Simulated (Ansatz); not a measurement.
The calculation's input:

```
crystal:
  lattice:
    - [7.7354122101, 0.0, 0.0]
    - [-3.8677061051, 6.6990634827, 0.0]
    - [0.0, 0.0, 31.9020923748]
  atoms:
    - { symbol: Si, position: [0.1666666667, 0.3333333333, 0.2673265793] }
    - { symbol: Si, position: [0.6674006942, 0.3318389663, 0.2454304644] }
    - { symbol: Si, position: [0.1681610337, 0.835561728, 0.2454304644] }
    - { symbol: Si, position: [0.664438272, 0.8325993058, 0.2454304644] }
    - { symbol: Si, position: [-0.0054337089, 0.5086189159, 0.271164623] }
    - { symbol: Si, position: [0.5140526247, 0.5054337089, 0.271164623] }
    - { symbol: Si, position: [-0.0086189159, -0.0140526247, 0.271164623] }
    - { symbol: Si, position: [0.5, 0.0, 0.2682965454] }
    - { symbol: Si, position: [0.0006514917, 0.5088536195, 0.3466718607] }
    - { symbol: Si, position: [0.5082021279, 0.4993485083, 0.3466718607] }
    - { symbol: Si, position: [-0.0088536195, -0.0082021279, 0.3466718607] }
    - { symbol: Si, position: [0.5, 0.0, 0.3434498673] }
    - { symbol: Si, position: [0.8333333333, 0.6666666667, 0.3775090526] }
    - { symbol: Si, position: [0.3389329347, 0.6661500559, 0.3673124496] }
    - { symbol: Si, position: [0.8338499441, 0.1727828787, 0.3673124496] }
    - { symbol: Si, position: [0.3272171213, 0.1610670653, 0.3673124496] }
    - { symbol: Si, position: [0.8333333333, 0.6666666667, 0.4575568456] }
    - { symbol: Si, position: [0.3512112974, 0.6588300013, 0.4409428688] }
    - { symbol: Si, position: [0.8411699987, 0.1923812961, 0.4409428688] }
    - { symbol: Si, position: [0.3076187039, 0.1487887026, 0.4409428688] }
    - { symbol: Si, position: [0.677330764, 0.8647756511, 0.4689417382] }
    - { symbol: Si, position: [0.1874448871, 0.822669236, 0.4689417382] }
    - { symbol: Si, position: [0.6352243489, 0.3125551129, 0.4689417382] }
    - { symbol: Si, position: [0.1666666667, 0.3333333333, 0.4741293848] }
basis:
  ecutwfc: 420
kpoints:
  mp_grid: { grid: [6, 6, 1] }
hamiltonian:
  xc: pbe
scf:
  occupations: { method: gaussian, width: 0.1 }
output:
  forces: true
  stress: true
  eigenvalues: true
  write_density: true
  write_potential: true
  elf: true
  volumetric_format: npy
efield:
  axis: 3
  dipole_correction: true
  ramp_width: 0.04
```

Run with:

```sh
ansatz run input.yaml --threads 8 --pin off --max-ram 20480MiB --backend cpu --events-out ev --progress --plain --runs-dir out
```

Not relaxed (largest force 1.1 eV/Å).

Theory: Ansatz 0.2.0, DFT PBE, scalar-relativistic, plane waves, PAW.

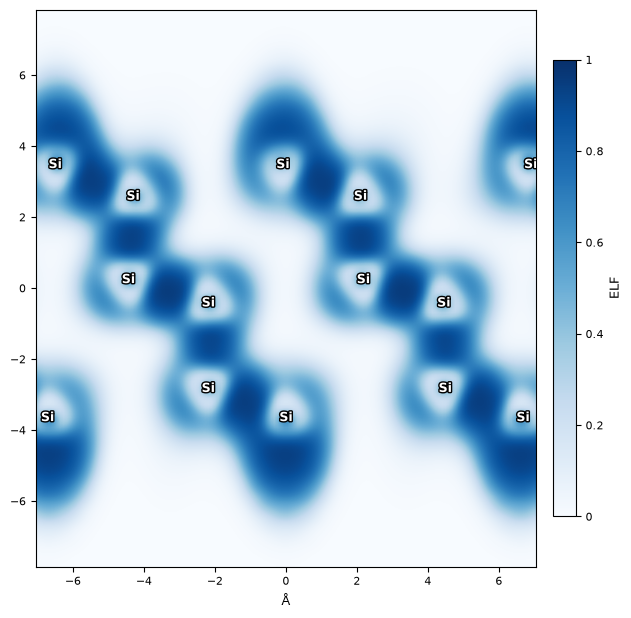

Si (slab). ELF on the (110) plane of the calculation cell, a cut from vacuum to vacuum.

Core electrons are frozen (PAW), and the valence fields are smoothed inside the atomic spheres.

Q: What do the fields say about this system?

A: The section cuts through Si sites. Si–Si (2.34 Å): the ELF peaks at about 0.95 between the atoms. Si–Si (2.41 Å): the ELF peaks at about 0.90 between the atoms. Si–Si (2.41 Å): the ELF peaks at about 0.90 between the atoms. The ELF also peaks beside Si, away from the bonds: lone-pair regions.
